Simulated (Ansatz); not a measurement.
## Run report: Cu, geometry relaxation (part 1 of 3)

The run: geometry relaxation of Cu (slab, 16 atoms in the cell). Method and program: DFT PBE+D3(BJ), scalar-relativistic, plane waves, PAW, no spin polarisation (Ansatz 0.2.0).

The structure derives from an entry of the Crystallography Open Database. The input holds or restrains some coordinates. Forces given for the steps count only the free coordinates. It belongs to a series of runs on one base structure; here: clean slab, lower planes held. Figures and captions count atoms from 1; the log counts them from 0 in places.

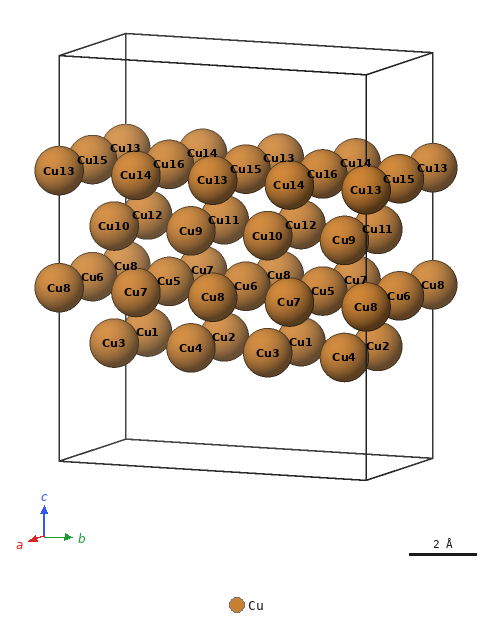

**Figure 1.** The starting structure (spheres-only view of the 1 × 2 repeat of the cell, with the vacuum cut short, seen slightly off an axis; atoms are numbered from 1 in the order of the input). An atom can appear more than once, as a periodic image.

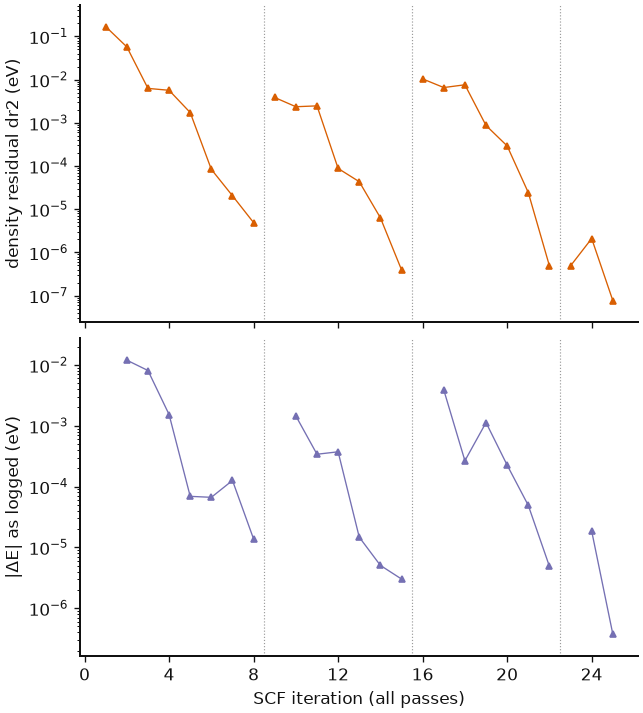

**Figure 2.** Convergence of the self-consistent field: density residual dr2 and size of the energy change against the SCF iteration. The dotted lines part the SCF passes of the relaxation: geometry steps, rejected trials and re-solves on a re-selected basis. The passes take 8, 7, 7 and 3 iterations.

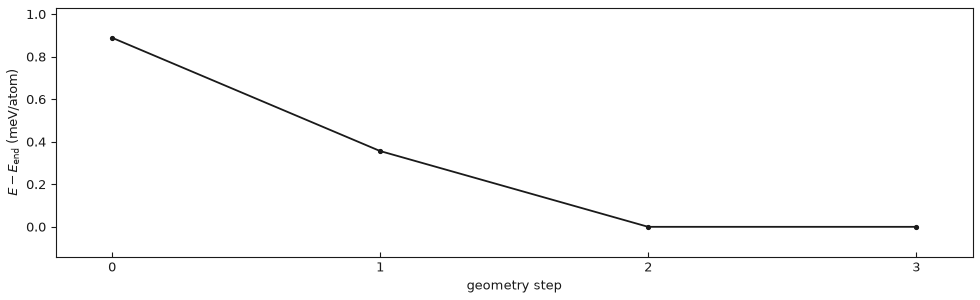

**Figure 3.** Progress of the restrained relaxation, step by step (the first geometry is step 0 here and step 1 in the log).

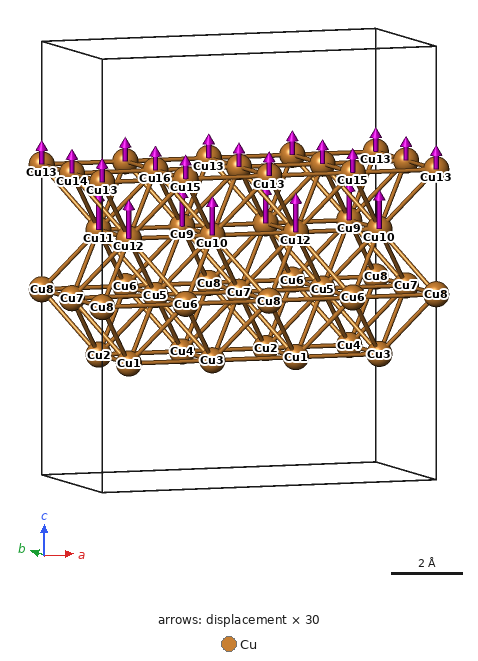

**Figure 4.** The starting structure with the displacements as pink arrows, magnified 30 times (ball-and-stick view of the 2 × 1 repeat of the cell, with the vacuum cut short, seen slightly off an axis). The largest moves, 0.038 Å, are those of Cu9, Cu10, Cu11 and Cu12. The cell stays as it was. Distances before and after: Cu5–Cu10 2.520 → 2.546 Å, Cu10–Cu13 2.520 → 2.510 Å. Over 3 geometry steps the energy falls by 0.9 meV per atom. The largest force component goes from 0.22 to 0.0021 eV/Å. (Atoms are counted from 1 in the order of the input.)

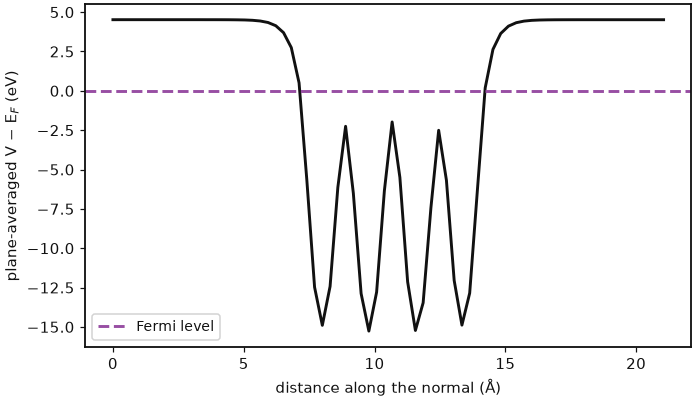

**Figure 5.** Plane average of the electrostatic potential energy of an electron across the cell, from the Fermi level. The vacuum level lies 4.52 eV above the Fermi level.

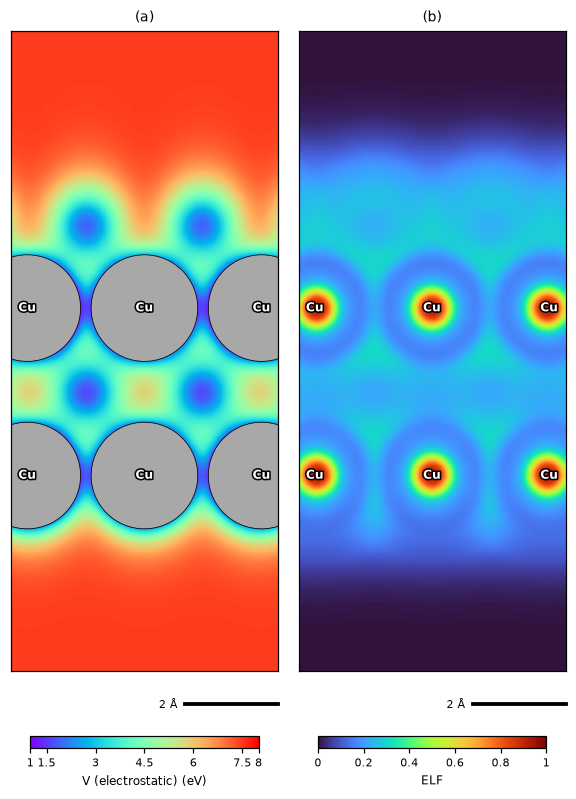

**Figure 6.** (a) electrostatic potential (local pseudopotential plus Hartree) felt by an electron; (b) ELF on the (100) plane of the calculation cell, a cut from vacuum to vacuum. Grey discs, where drawn, cover atomic cores. Cu–Cu (2.52 Å): the ELF is about 0.25 at the midpoint (no shared electron pair). The strong features right at Cu lie inside the PAW spheres (semicore, d or f shells) and say nothing about bonding. Core electrons are frozen (PAW), so the fields are smoothed inside the atomic spheres.

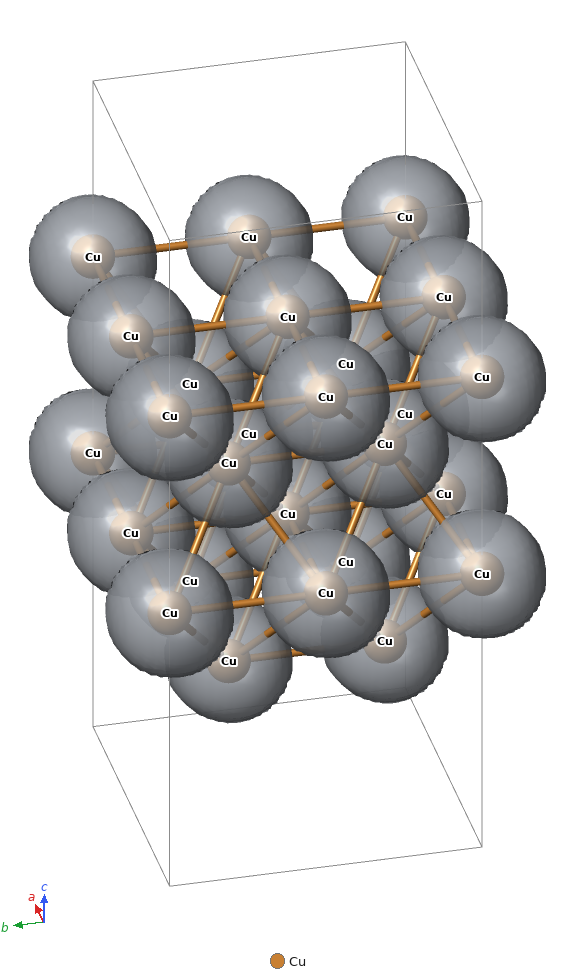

**Figure 7.** Isosurface of the valence pseudo-density at 0.4 e/Å³ (grey), seen at an oblique angle. Sticks mark near contacts. At this value the density breaks into separate islands; it holds about 90 % of the electrons treated as valence (semicore included). It is pinched off along the Cu–Cu (2.51 Å) contacts. On the grid the lowest density along these lines, outside the cores, is 0.29 e/Å³ (Cu–Cu, 2.51 Å).

The input that produced these results follows, with the program's output.

The input
```yaml
crystal:
  lattice:
    - [5.0393684365, 0.0, 0.0]
    - [0.0, 5.0393684365, 0.0]
    - [0.0, 0.0, 21.3450573916]
  atoms:
    - { symbol: Cu, position: [0.25, 0.25, 0.3747940262] }
    - { symbol: Cu, position: [0.25, 0.75, 0.3747940262] }
    - { symbol: Cu, position: [0.75, 0.25, 0.3747940262] }
    - { symbol: Cu, position: [0.75, 0.75, 0.3747940262] }
    - { symbol: Cu, position: [0.5, 0.5, 0.4582646754] }
    - { symbol: Cu, position: [0.5, 0.0, 0.4582646754] }
    - { symbol: Cu, position: [0.0, 0.5, 0.4582646754] }
    - { symbol: Cu, position: [0.0, 0.0, 0.4582646754] }
    - { symbol: Cu, position: [0.75, 0.75, 0.5417353246] }
    - { symbol: Cu, position: [0.75, 0.25, 0.5417353246] }
    - { symbol: Cu, position: [0.25, 0.75, 0.5417353246] }
    - { symbol: Cu, position: [0.25, 0.25, 0.5417353246] }
    - { symbol: Cu, position: [0.0, 0.0, 0.6252059738] }
    - { symbol: Cu, position: [0.0, 0.5, 0.6252059738] }
    - { symbol: Cu, position: [0.5, 0.0, 0.6252059738] }
    - { symbol: Cu, position: [0.5, 0.5, 0.6252059738] }
basis:
  ecutwfc: 420
kpoints:
  mp_grid: { grid: [4, 4, 1] }
hamiltonian:
  xc: pbe
  dispersion: d3bj
scf:
  occupations: { method: gaussian, width: 0.1 }
output:
  forces: true
  eigenvalues: true
  write_density: true
  write_potential: true
  elf: true
  volumetric_format: npy
relax:
  adjacent_minimum: "off"
  f_tol: 0.03
  max_steps: 70
  constraints: [{ sites: [0, 1, 2, 3, 4, 5, 6, 7] }]
efield:
  axis: 3
  dipole_correction: true
  ramp_width: 0.04
```

Launch command:
```bash
ansatz run input.yaml --threads 4 --pin off --max-ram 12288MiB --backend cpu --events-out ev --progress --plain --runs-dir out
```

What the program printed
```
Engine: ansatz 0.2.0, x86_64-unknown-linux-gnu
Pseudopotentials: kind: paw
Pseudopotential: Cu, paw, valence charge 19, recommended cutoff 420 eV (normal), Cu.paw.azcp
Functional definition: PBE
  parameter kappa = 0.804
  parameter beta = 0.06672455060314922
  exchange = pbe_x(kappa = kappa, mu = beta*pi^2/3)
  correlation = pbe_c(beta = beta)
Crystal: 16 atoms, lattice volume = 542.063 Å³
Basis set: ecut = 420 eV, 10651 PW (Γ), exchange–correlation on 72×72×288 points (8 copies of the dense FFT grid, shifted against one another)
Bands: 183, of which v1, the nominal top of the filled ones, is band 152 counted from 1 (151 counted from 0)
Symmetry: 32 space group operations
k-points: 6 of 16
Non-local potential: Cu, projectors of the file, l = 0: 3, l = 1: 2, l = 2: 3, l = 3: 1
PAW form: soft (Blöchl's): semilocal exchange-correlation on the pseudo side does not see the compensation charge
PAW one-centre angular grid: Cu, 590 points (default); XC on 64 Gauss nodes
Initial density: superposition of atomic densities (neutral atoms: chi_scale 0, normalization atom), corrected by the library's trained network
Initial wavefunctions: pseudopotential atomic-orbital guess
Functional: x = pbe(κ = 0.804, μ = 0.2195149727645171), c = pbe(β = 0.06672455060314922)
SCF iter   1: F=—  HF=-106004.439123 eV  |F-HF|=—  |Δ(HF+E_count)|=         —  Δρ=2.39e-3  dr2=1.69e-1  ethr=1.77e-3  p=0.000 e·Å  D=1.36e-14 V/Å  ΔV_dip=-0.00 eV  dr2_dipole=1.11e-7  V_vac-E_F(+/−)=4.45/4.45 eV  ⟨swp⟩=7.3  Hψ=4530  notcnv=0  defer=55
efield: sawtooth ramp at fractional position 0.9800 (placed from the atoms, in the widest stretch of the axis that holds none; the zero of the levels goes with the place), width 0.0400; the density the first Hamiltonian is built on has a dipole p = 0.000 e·Å; the dipole correction subtracts the counter field D = 1.36e-14 V/Å, which shifts the + side's vacuum level by -0.00 eV against the − side's; the planar-averaged density in the ramp window peaks in size at 5.6e-5 e/Å³
preconditioner: auto → LDOS  [metal: Δε(μ)=0.070 eV  Ē_g=8.159 eV  σ=0.100 eV  W_gap=0.38  n_scr=120 (ndim 8)  ℏωp=21.2 eV  f_vac=0.609  D(μ)=9.66/eV (n_scr^D=60)  β→1.0]
SCF iter   2: F=—  HF=-106004.451130 eV  |F-HF|=—  |Δ(HF+E_count)|=   1.20e-2  Δρ=4.01e-3  dr2=5.73e-2  ethr=5.57e-5  p=-0.000 e·Å  D=-7.27e-5 V/Å  ΔV_dip=0.00 eV  dr2_dipole=2.18e-6  V_vac-E_F(+/−)=4.51/4.51 eV  ⟨swp⟩=2.0  Hψ=1788  notcnv=0  defer=116
SCF iter   3: F=—  HF=-106004.443023 eV  |F-HF|=—  |Δ(HF+E_count)|=   8.11e-3  Δρ=8.78e-4  dr2=6.27e-3  ethr=1.89e-5  p=0.000 e·Å  D=2.39e-5 V/Å  ΔV_dip=-0.00 eV  dr2_dipole=2.38e-7  V_vac-E_F(+/−)=4.49/4.49 eV  ⟨swp⟩=2.0  Hψ=1464  notcnv=0  defer=116
SCF iter   4: F=—  HF=-106004.444550 eV  |F-HF|=—  |Δ(HF+E_count)|=   1.53e-3  Δρ=7.98e-4  dr2=5.67e-3  ethr=2.06e-6  p=-0.000 e·Å  D=-5.57e-5 V/Å  ΔV_dip=0.00 eV  dr2_dipole=7.85e-6  V_vac-E_F(+/−)=4.50/4.50 eV  ⟨swp⟩=2.7  Hψ=1496  notcnv=0  defer=116
SCF iter   5: F=—  HF=-106004.444481 eV  |F-HF|=—  |Δ(HF+E_count)|=   6.90e-5  Δρ=5.16e-4  dr2=1.73e-3  ethr=1.86e-6  p=0.000 e·Å  D=4.84e-5 V/Å  ΔV_dip=-0.00 eV  dr2_dipole=7.96e-7  V_vac-E_F(+/−)=4.51/4.51 eV  ⟨swp⟩=2.0  Hψ=1441  notcnv=0  defer=116
SCF iter   6: F=—  HF=-106004.444414 eV  |F-HF|=—  |Δ(HF+E_count)|=   6.65e-5  Δρ=1.37e-4  dr2=8.37e-5  ethr=5.68e-7  p=-0.000 e·Å  D=-1.24e-5 V/Å  ΔV_dip=0.00 eV  dr2_dipole=1.03e-7  V_vac-E_F(+/−)=4.52/4.51 eV  ⟨swp⟩=2.0  Hψ=1447  notcnv=0  defer=116
SCF iter   7: F=—  HF=-106004.444540 eV  |F-HF|=—  |Δ(HF+E_count)|=   1.26e-4  Δρ=7.67e-5  dr2=2.05e-5  ethr=7.40e-9  p=0.000 e·Å  D=1.35e-5 V/Å  ΔV_dip=-0.00 eV  dr2_dipole=1.69e-9  V_vac-E_F(+/−)=4.52/4.52 eV  ⟨swp⟩=36.8  Hψ=12959  notcnv=0
SCF iter   8: F=-106004.444554 eV  HF=-106004.444554 eV  |F-HF|=1.88e-7  |Δ(HF+E_count)|=   1.37e-5  Δρ=3.63e-5  dr2=4.90e-6  ethr=6.73e-9  p=-0.000 e·Å  D=-4.38e-6 V/Å  ΔV_dip=0.00 eV  dr2_dipole=3.16e-8  V_vac-E_F(+/−)=4.52/4.52 eV  ⟨swp⟩=15.0  Hψ=9931  notcnv=0
SCF 1 converged in 8 iterations: F = -106004.444554 eV  dr2 = 4.90e-6
  greatest PAW one-centre occupation: 1.000 electrons in one spin orbital (limit 2), on the Cu atom at site 15 (counted from 0), in its partial waves of l = 0
relax step   1: F+E_penalty+E_count = -106004.44455397 eV  Δ(F+E_penalty+E_count) = +0.000e0 eV  max|allowed force component| = 2.240e-1 eV/Å  Δτ_max = 0.0000 Å  (8 SCF iters, dr2 threshold 2.25e-5 eV, accepted)
Initial density: handed on by an earlier stage of this run
Initial wavefunctions: those handed on with the density
iter 1 solved again at ethr=1.28e-6 eV; its pass at ethr=3.10e-3 eV (dr2=3.89e-3 eV) is discarded
```
